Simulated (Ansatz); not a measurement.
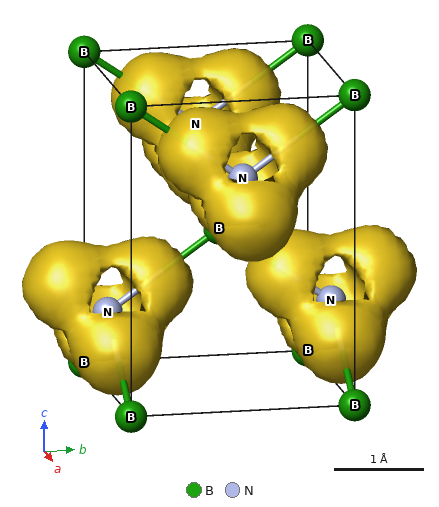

Figure 1: BN. Isosurface of the electron localisation function at 0.75 (yellow), seen slightly off an axis. Core shells and regions of very low density are left out. Sticks mark near contacts.

Space group I-4m2; changed on purpose from its base cell (equal xx and yy strain of +1 %, PAW files); computed pressure about −18 GPa in this cell.

Method: DFT, LDA, PAW with Ansatz's default frozen-core files, scalar-relativistic (Ansatz).

Core electrons are frozen (PAW), and the valence fields are smoothed inside the atomic spheres.

```yaml
crystal:
  lattice:
    - [1.82557, -1.82557, 0.00000]
    - [1.82557, 1.82557, 0.00000]
    - [0.00000, 0.00000, 3.61500]
  atoms:
    - { symbol: B, position: [0.00000, 0.00000, 0.00000] }
    - { symbol: B, position: [0.50000, 0.50000, 0.50000] }
    - { symbol: N, position: [0.50000, 0.00000, 0.25000] }
    - { symbol: N, position: [0.00000, 0.50000, 0.75000] }
```

Q: Describe the localisation domains.

A: At this value the surface marks out two regions on N in which the atom's valence shell and bonds are merged, counted in one cell of 4 atoms. Regions shared between cells count once.

Values along the shortest contacts:
B–N (1.58 Å): the ELF peaks at about 0.95 between the atoms; a polar covalent bond.

Q: Metal or insulator at this level of theory?

A: It is gapped, with a Kohn–Sham gap of 4.3 eV on the k-point mesh, an upper bound to the gap of this method.
